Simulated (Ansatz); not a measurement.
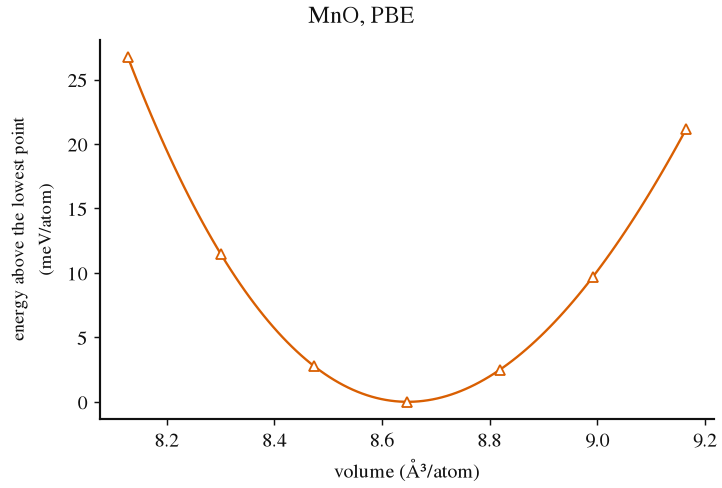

The plot gives the computed energy above the lowest point against volume for MnO, space group Fm-3m (No. 225) (one of a set of cubic test structures, which need not be the stable phase).

How it was computed, with Ansatz 0.2.0 development build: equation of state of a cubic crystal from periodic Kohn-Sham density functional theory without spin, third-order Birch-Murnaghan fit to the free energies; pressure corrected for the finite basis. Level: PBE.

structure type rock salt; atoms in cell 2; space group number 225; lattice centring face-centred primitive; k mesh 23×23×23; occupation method Fermi–Dirac; occupation width 0.06123 eV; wave cutoff 930 eV; datasets hand-made PAW; density tolerance 1e−09 eV; bands 15; density cutoff ratio 5; search for lower states default.

From this curve and the settings, what does the calculation give for the pressure at the same points?

The pressure falls from 17.5 GPa at volume 8.1275 Å³/atom to −12.4 GPa at 9.1651 Å³/atom, and changes sign near 8.65 Å³/atom.

```csv
volume (Å³/atom),pressure (GPa)
8.1275,17.5
8.3004,11.0
8.4734,5.2
8.6463,0.1
8.8192,-4.6
8.9922,-8.7
9.1651,-12.4
```

Caveats: known magnet treated without spin, far from its ground state.
